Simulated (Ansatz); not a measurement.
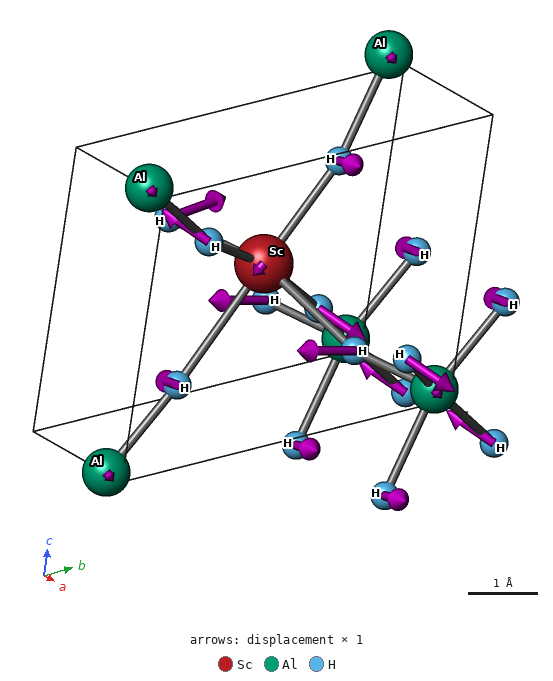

A relaxation of a crystal of ScAlH₆ (built on the MgZrF6-225 type type). The starting structure is drawn; purple arrows show the displacements (the part carried along by the change of the cell is left out), at their true length.

A ball-and-stick model of the cell of the calculation, reduced to other axes, seen slightly off an axis. Lengths and directions refer to the drawn axes.

Case: shaken.

Method: DFT, PBEsol, plane waves, PAW (Ansatz). (plane-wave cutoff 420 eV; k-point mesh 4 × 4 × 4; occupations fermi dirac; smearing width 0.05 eV; no spin polarisation; cell and atoms relaxed; force threshold 0.01 eV/Å; at most 120 steps)

Question: Atoms of which element are displaced furthest, and by how much?

Answer: Hydrogen: up to 1.38 Å, against 0.24 Å for scandium.

Question: What happened in the run?

Answer: After 39 accepted moves (45 points after the start) the energy has fallen by 2.174 eV per cell of the calculation. Largest force component: 3.1 eV/Å at the start, 0.0007 eV/Å at the end. Pressure: 2.36 GPa at the start and 0.00 GPa at the end. The line search rejected the trial steps at points 13, 27, 30, 38 of the run. At 2 points the geometry stayed and the basis and grid were re-selected for the new cell (energy shift of 0.1 meV per cell of the calculation at most each time). The largest move relative to the cell is that of an H atom, 1.38 Å roughly along [−2 3 −1]. By element the largest moves are H 1.38 Å, Sc 0.24 Å, Al 0.17 Å. The drawn cell changes as follows: a 5.141 → 5.069 Å (−1.4 %), b 5.157 → 3.864 Å (−25.1 %), c 5.173 → 5.843 Å (+13.0 %), α 61.4° → 41.1°, β 61.1° → 54.8°, γ 60.6° → 49.6°; the volume changes by −43.1 %. Among the contacts that change: H–Sc 5.594 → 2.033 Å, H–Sc 5.386 → 2.342 Å, H–Sc 4.235 → 2.218 Å, H–Sc 4.047 → 2.072 Å. New bonds form, among them: Al–H (2.14 → 1.72 Å), H–Sc (3.90 → 2.23 Å), H–Sc (4.05 → 2.07 Å), H–Sc (4.23 → 2.22 Å). Bond angles that change, for instance: Sc–H–Al 164.2° → 97.5°, Sc–H–Al 176.2° → 128.8°, Sc–H–Al 170.0° → 126.5°. The space group stays P1 (No. 1). The run took 81 s on 4 threads of Arm Neoverse V1, with other jobs on the host, peak memory 0.47 GiB.
